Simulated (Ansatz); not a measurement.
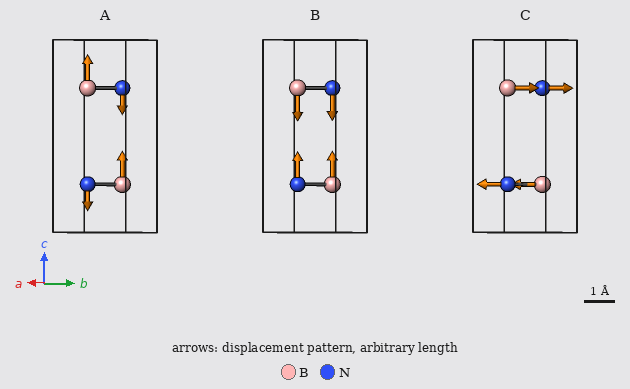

Modes of crystalline BN, space group P6₃/mmc (No. 194), at the zone centre (one member of each degenerate set). The orange arrows are the displacements of the atoms (eigenvector over the root of the mass), of arbitrary overall length and sign. The picture is a ball-and-stick view of the cell of the calculation, seen from a free direction.

Method: DFT PBE+D3(BJ), scalar-relativistic, plane waves, PAW in Ansatz.

Frequencies are those without the non-analytic (LO–TO) term.

### Which are infrared-active and which Raman-active?

A is A₂u, infrared-active by symmetry (742 cm⁻¹). B is B₁g, silent by symmetry (neither infrared- nor Raman-active) (118 cm⁻¹). C is E₂g, Raman-active by symmetry (46 cm⁻¹). The crystal has a centre of inversion, so no mode is both.
